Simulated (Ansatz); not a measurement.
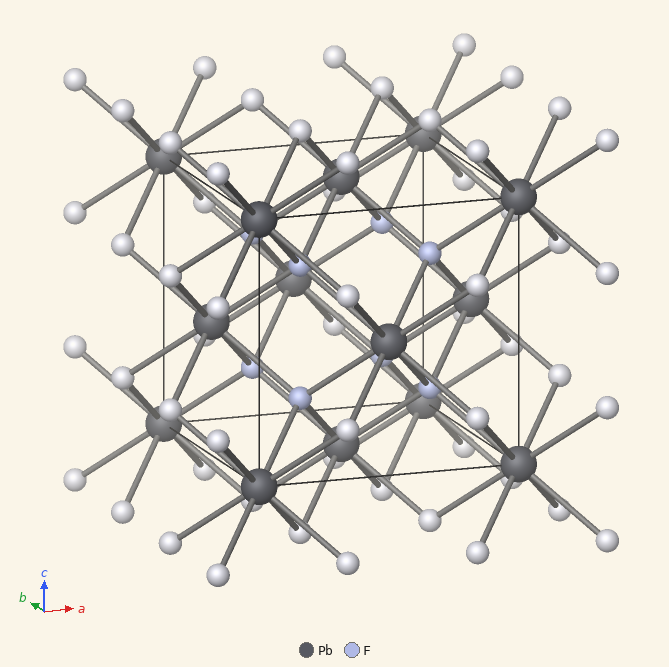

Ball-and-stick drawing of the structure, looking slightly off an axis. The drawn cell (a repeat of the simulation cell) is drawn as a box. The bonded neighbours beyond the faces are included, in fainter colours.

PbF2, a = 5.921 Å, b = 5.921 Å, c = 5.921 Å, α = 90.00°, β = 90.00°, γ = 90.57°. Strictly the space group is Immm (No. 71, within 0.01 Å). It is a distorted form of a face-centred cubic structure, space group Fm-3m (No. 225) within 0.25 Å: fluorite (CaF₂ type). It derives from a structure type filled with these elements by a generator (whether the compound takes this form wasn't checked). The cell was then strained or its atoms displaced on purpose. An electronic-structure calculation with Ansatz was run on it.

This one geometry was computed with Ansatz (DFT, plane waves, PAW) at three levels of theory: HSE06, PBE and r2SCAN. It was relaxed with r2SCAN and then strained.

**Which level gives the highest pressure at this volume, and what does that say about its equilibrium volume?**

Highest: PBE (2.9 GPa), which points to the largest equilibrium volume. Lowest, with the smallest volume: r2SCAN (0.0 GPa). Levels within 0.5 GPa of each other can't be told apart.

**How does the band gap change with the level of theory?**

PBE: a gap of 4.42 eV, indirect; r2SCAN: a gap of 4.93 eV, indirect; HSE06: a gap of 5.73 eV, indirect.

**Collect the results in a table.**

| level | cutoff (eV) | k-mesh of the run's cell | gap (eV) | pressure (GPa) |
| --- | --- | --- | --- | --- |
| HSE06 | 420 | 6×6×6 | 5.73 | 1.2 |
| PBE | 420 | 8×8×8 | 4.42 | 2.9 |
| r2SCAN | 500 | 8×8×8 | 4.93 | 0.0 |

Gaps are taken on the k-mesh or band path of each run.
